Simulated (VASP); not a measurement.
# What a change does: single-point calculation on Ni

System: Ni (Fm-3m, 1 atom in the cell).
Method of run A: Kohn-Sham DFT of a periodic cell, PBE, VASP PAW PBE potentials, recommended, spin-polarised (VASP 6.6.1).

The structure derives from an entry of the Crystallography Open Database. 

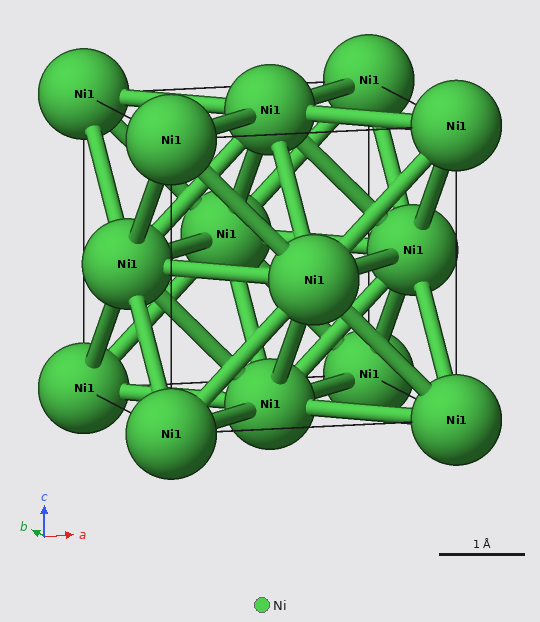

Figure 1. The input geometry (ball-and-stick view of the cell 4 times as large as that of the calculation, set on its symmetry axes, seen slightly off an axis; atoms are numbered from 1 in the order of the input). An atom can appear more than once, as a periodic image.

### INCAR, run A
```
ALGO = Fast
EDIFF = 1E-7
ENCUT = 200
GGA = PE
ISIF = 2
ISMEAR = 0
ISPIN = 2
LASPH = T
LCHARG = F
LMAXMIX = 4
LORBIT = 11
LREAL = F
LWAVE = F
MAGMOM = 0.8
NELM = 120
PREC = Accurate
SIGMA = 0.1
```

### KPOINTS, run A
```
k-points
0
Gamma
  14 14 14
```

### POSCAR, run A
```
Ni
1.0
    0.0000000000      1.7619350000      1.7619350000
    1.7619350000      0.0000000000      1.7619350000
    1.7619350000      1.7619350000      0.0000000000
Ni
1
Direct
    0.0000000000      0.0000000000      0.0000000000
```

Command:
```bash
cat potpaw_PBE.64/Ni/POTCAR > POTCAR
mpirun -np 1 vasp_std > vasp.out
```

Hardware: 1 thread of Intel Xeon @ 2.50GHz (Skylake/Cascade Lake), 64 GiB of memory available, shared host.

### OSZICAR and lines of OUTCAR (run A)
```
N       E                     dE             d eps       ncg     rms          rms(c)
DAV:   1     0.593166317697E+01    0.59317E+01   -0.28778E+03  4065   0.602E+02
DAV:   2    -0.638282029660E+01   -0.12314E+02   -0.11841E+02  3812   0.953E+01
DAV:   3    -0.644615009697E+01   -0.63330E-01   -0.63309E-01  4308   0.773E+00
DAV:   4    -0.644627202148E+01   -0.12192E-03   -0.12192E-03  4065   0.324E-01
DAV:   5    -0.644627280131E+01   -0.77983E-06   -0.77856E-06  4151   0.225E-02    0.115E+01
RMM:   6    -0.533013014362E+01    0.11161E+01   -0.61293E+00  4101   0.310E+01    0.514E+00
RMM:   7    -0.499851931269E+01    0.33161E+00   -0.78052E-01  3900   0.109E+01    0.139E+00
RMM:   8    -0.499197872233E+01    0.65406E-02   -0.58295E-03  4184   0.787E-01    0.562E-01
RMM:   9    -0.499101909381E+01    0.95963E-03   -0.78328E-04  4212   0.343E-01    0.232E-01
RMM:  10    -0.499071243666E+01    0.30666E-03   -0.46471E-04  4060   0.288E-01    0.384E-02
RMM:  11    -0.499070743727E+01    0.49994E-05   -0.58486E-05  4318   0.766E-02    0.190E-02
RMM:  12    -0.499070782436E+01   -0.38709E-06   -0.14183E-05  4248   0.360E-02    0.580E-03
RMM:  13    -0.499070628070E+01    0.15437E-05   -0.43338E-06  3806   0.138E-02    0.196E-03
RMM:  14    -0.499070699183E+01   -0.71113E-06   -0.64592E-07  2885   0.566E-03    0.151E-03
RMM:  15    -0.499070645150E+01    0.54034E-06   -0.22667E-07  2681   0.418E-03    0.128E-03
RMM:  16    -0.499070698955E+01   -0.53805E-06   -0.51950E-08  2132   0.230E-03    0.286E-04
RMM:  17    -0.499070694160E+01    0.47944E-07   -0.95576E-09  1237   0.845E-04
   1 F= -.49907069E+01 E0= -.49847220E+01  d E =-.119698E-01  mag=     0.5420
[... from OUTCAR:]
  free energy    TOTEN  =        -4.99070694 eV
  energy without entropy =       -4.97873713  energy(sigma->0) =       -4.98472204
 E-fermi :   8.9165     XC(G=0): -13.1778     alpha+bet :-16.3731
  free  energy   TOTEN  =        -4.9907069416 eV
  energy  without entropy=       -4.9787371296  energy(sigma->0) =       -4.98472204
```

For run B the input was changed thus:
```diff
-ENCUT = 200
+ENCUT = 300
```

Predict how the results change.

The free energy of run B is 491.1 meV per atom lower, which measures how much it depends on this numerical setting. The net moment of the cell goes from 0.54 to 0.59 μB. The pressure goes from −120.65 to −1.44 GPa. More plane waves can only lower the energy of a fixed Hamiltonian, so the higher cutoff gives the lower value. The lower cutoff gives the lower pressure, as an incomplete plane-wave basis does (Pulay stress). The SCF takes 15 iterations against 17. The plane waves at Γ go from 76.0 to 138.0.

### OSZICAR and lines of OUTCAR (run B)
```
N       E                     dE             d eps       ncg     rms          rms(c)
DAV:   1     0.125962308433E+02    0.12596E+02   -0.34297E+03  4008   0.911E+02
DAV:   2    -0.629637986877E+01   -0.18893E+02   -0.18076E+02  3790   0.128E+02
DAV:   3    -0.649757604357E+01   -0.20120E+00   -0.20096E+00  4408   0.163E+01
DAV:   4    -0.649904512220E+01   -0.14691E-02   -0.14690E-02  4131   0.126E+00
DAV:   5    -0.649907741475E+01   -0.32293E-04   -0.32292E-04  4378   0.158E-01    0.985E+00
RMM:   6    -0.580498795563E+01    0.69409E+00   -0.47962E+00  4324   0.367E+01    0.650E+00
RMM:   7    -0.550241917845E+01    0.30257E+00   -0.79351E-01  4252   0.156E+01    0.210E+00
RMM:   8    -0.548400770804E+01    0.18411E-01   -0.10957E-02  4893   0.126E+00    0.940E-01
RMM:   9    -0.548227938197E+01    0.17283E-02   -0.12289E-03  4597   0.483E-01    0.204E-01
RMM:  10    -0.548180593941E+01    0.47344E-03   -0.38669E-04  4351   0.338E-01    0.503E-02
RMM:  11    -0.548180352049E+01    0.24189E-05   -0.87560E-05  4978   0.847E-02    0.299E-02
RMM:  12    -0.548180615536E+01   -0.26349E-05   -0.11036E-05  4697   0.361E-02    0.104E-02
RMM:  13    -0.548180550198E+01    0.65337E-06   -0.17189E-06  4819   0.118E-02    0.168E-03
RMM:  14    -0.548180563923E+01   -0.13725E-06   -0.20564E-07  2843   0.485E-03    0.839E-04
RMM:  15    -0.548180564915E+01   -0.99130E-08   -0.47886E-08  2278   0.246E-03
   1 F= -.54818056E+01 E0= -.54767167E+01  d E =-.101779E-01  mag=     0.5948
[... from OUTCAR:]
  free energy    TOTEN  =        -5.48180565 eV
  energy without entropy =       -5.47162773  energy(sigma->0) =       -5.47671669
 E-fermi :   9.3086     XC(G=0): -13.2267     alpha+bet :-16.3731
  free  energy   TOTEN  =        -5.4818056491 eV
  energy  without entropy=       -5.4716277336  energy(sigma->0) =       -5.47671669
```

### The two runs side by side

| quantity | run A | run B |
| --- | --- | --- |
| outcome | converged | converged |
| free energy per atom (eV) | −4.9907 | −5.4818 |
| energy per atom, smearing taken to zero (eV) | −4.9847 | −5.4767 |
| gap on the mesh (eV) | 0.00 | 0.00 |
| net moment of the cell (μB) | 0.54 | 0.59 |
| pressure (GPa) | −120.65 | −1.44 |
| largest force (eV/Å) | 0.000 | 0.000 |
| SCF iterations | 17 | 15 |
| irreducible k-points | 104 | 104 |
| plane waves at Γ | 76 | 138 |

For run A: The cell is under a tension of 121 GPa at this level, so it is not at its equilibrium volume.
